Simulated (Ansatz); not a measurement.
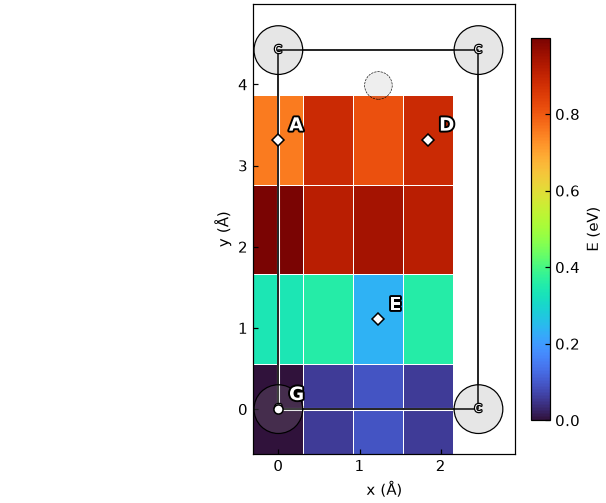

Si on a C(10−1) slab cut from the C2/m phase, its upper half relaxed before the scan (16 atoms of substrate and one adsorbate in a 2 × 1 cell). Si is moved over the surface cell at a fixed height above a rigid substrate; the origin of the map has the adsorbate above C15; the height is held at 2.80 Å. Places are given modulo a cell vector. The map is drawn in real space over the plane of the surface. The scan uses a 4 × 4 grid; 12 points were computed and 4 follow by symmetry. Places are given in fractions of the 1 × 1 surface cell. Energies: eV, counted from the lowest grid point. Energies and slopes of some neighbouring points disagree (a jump in structure or state, or too coarse a mesh). The magnetic moment jumps between some neighbouring points. At a fixed height the lowest place need not be the adsorption site. Computed with DFT PBE+D3(BJ), scalar-relativistic, plane waves, PAW in Ansatz 0.2.0. Settings: cutoff 420 eV, k-mesh 6×6×1, gaussian smearing 0.05 eV, spin-polarised.

In the figure: one coloured cell a grid point, labelled circles for the atoms of the top layer and small ones for the second layer, the outline of one cell of the plane, lettered points.

> Rank the lettered points by energy, lowest first.

G (0.00 eV), E (0.24 eV), A (0.76 eV), D (0.89 eV).

PAW datasets: the set soft_1.
